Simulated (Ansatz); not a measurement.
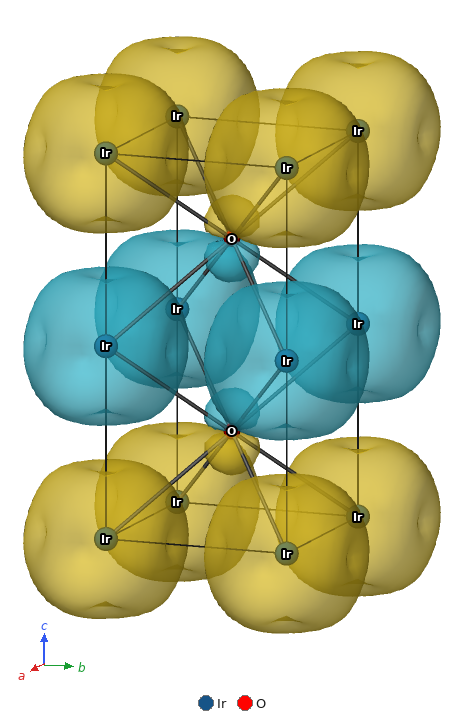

*IrO. Isosurfaces of the magnetisation density (up minus down) at +0.04 (yellow) and −0.04 e/Å³ (cyan), seen slightly off an axis. Sticks mark near contacts.*

Space group P4/mmm; started from the CsCl (B2) prototype, which need not be the ambient phase; spin-polarised.

All numbers below come from DFT r2SCAN, scalar-relativistic, plane waves, PAW (Ansatz).

Core electrons are frozen (PAW), and the valence fields are smoothed inside the atomic spheres.

```xyz
4
Lattice="2.7948 0.0000 0.0000 0.0000 2.7948 0.0000 0.0000 0.0000 5.6680" Properties=species:S:1:pos:R:3 pbc="T T T"
Ir    0.0000    0.0000    0.0000
O     1.3974    1.3974    1.4170
Ir    0.0000    0.0000    2.8340
O     1.3974    1.3974    4.2510
```

**Describe the spin distribution.**

The spin density sits on Ir: +1.3 μB and −1.3 μB in one cell of 4 atoms: antiferromagnetic in this solution, which needn't be the ground state, with some nearest magnetic neighbours parallel and some opposed. The cell of the calculation (4 atoms) carries 0.0 μB of net spin moment.
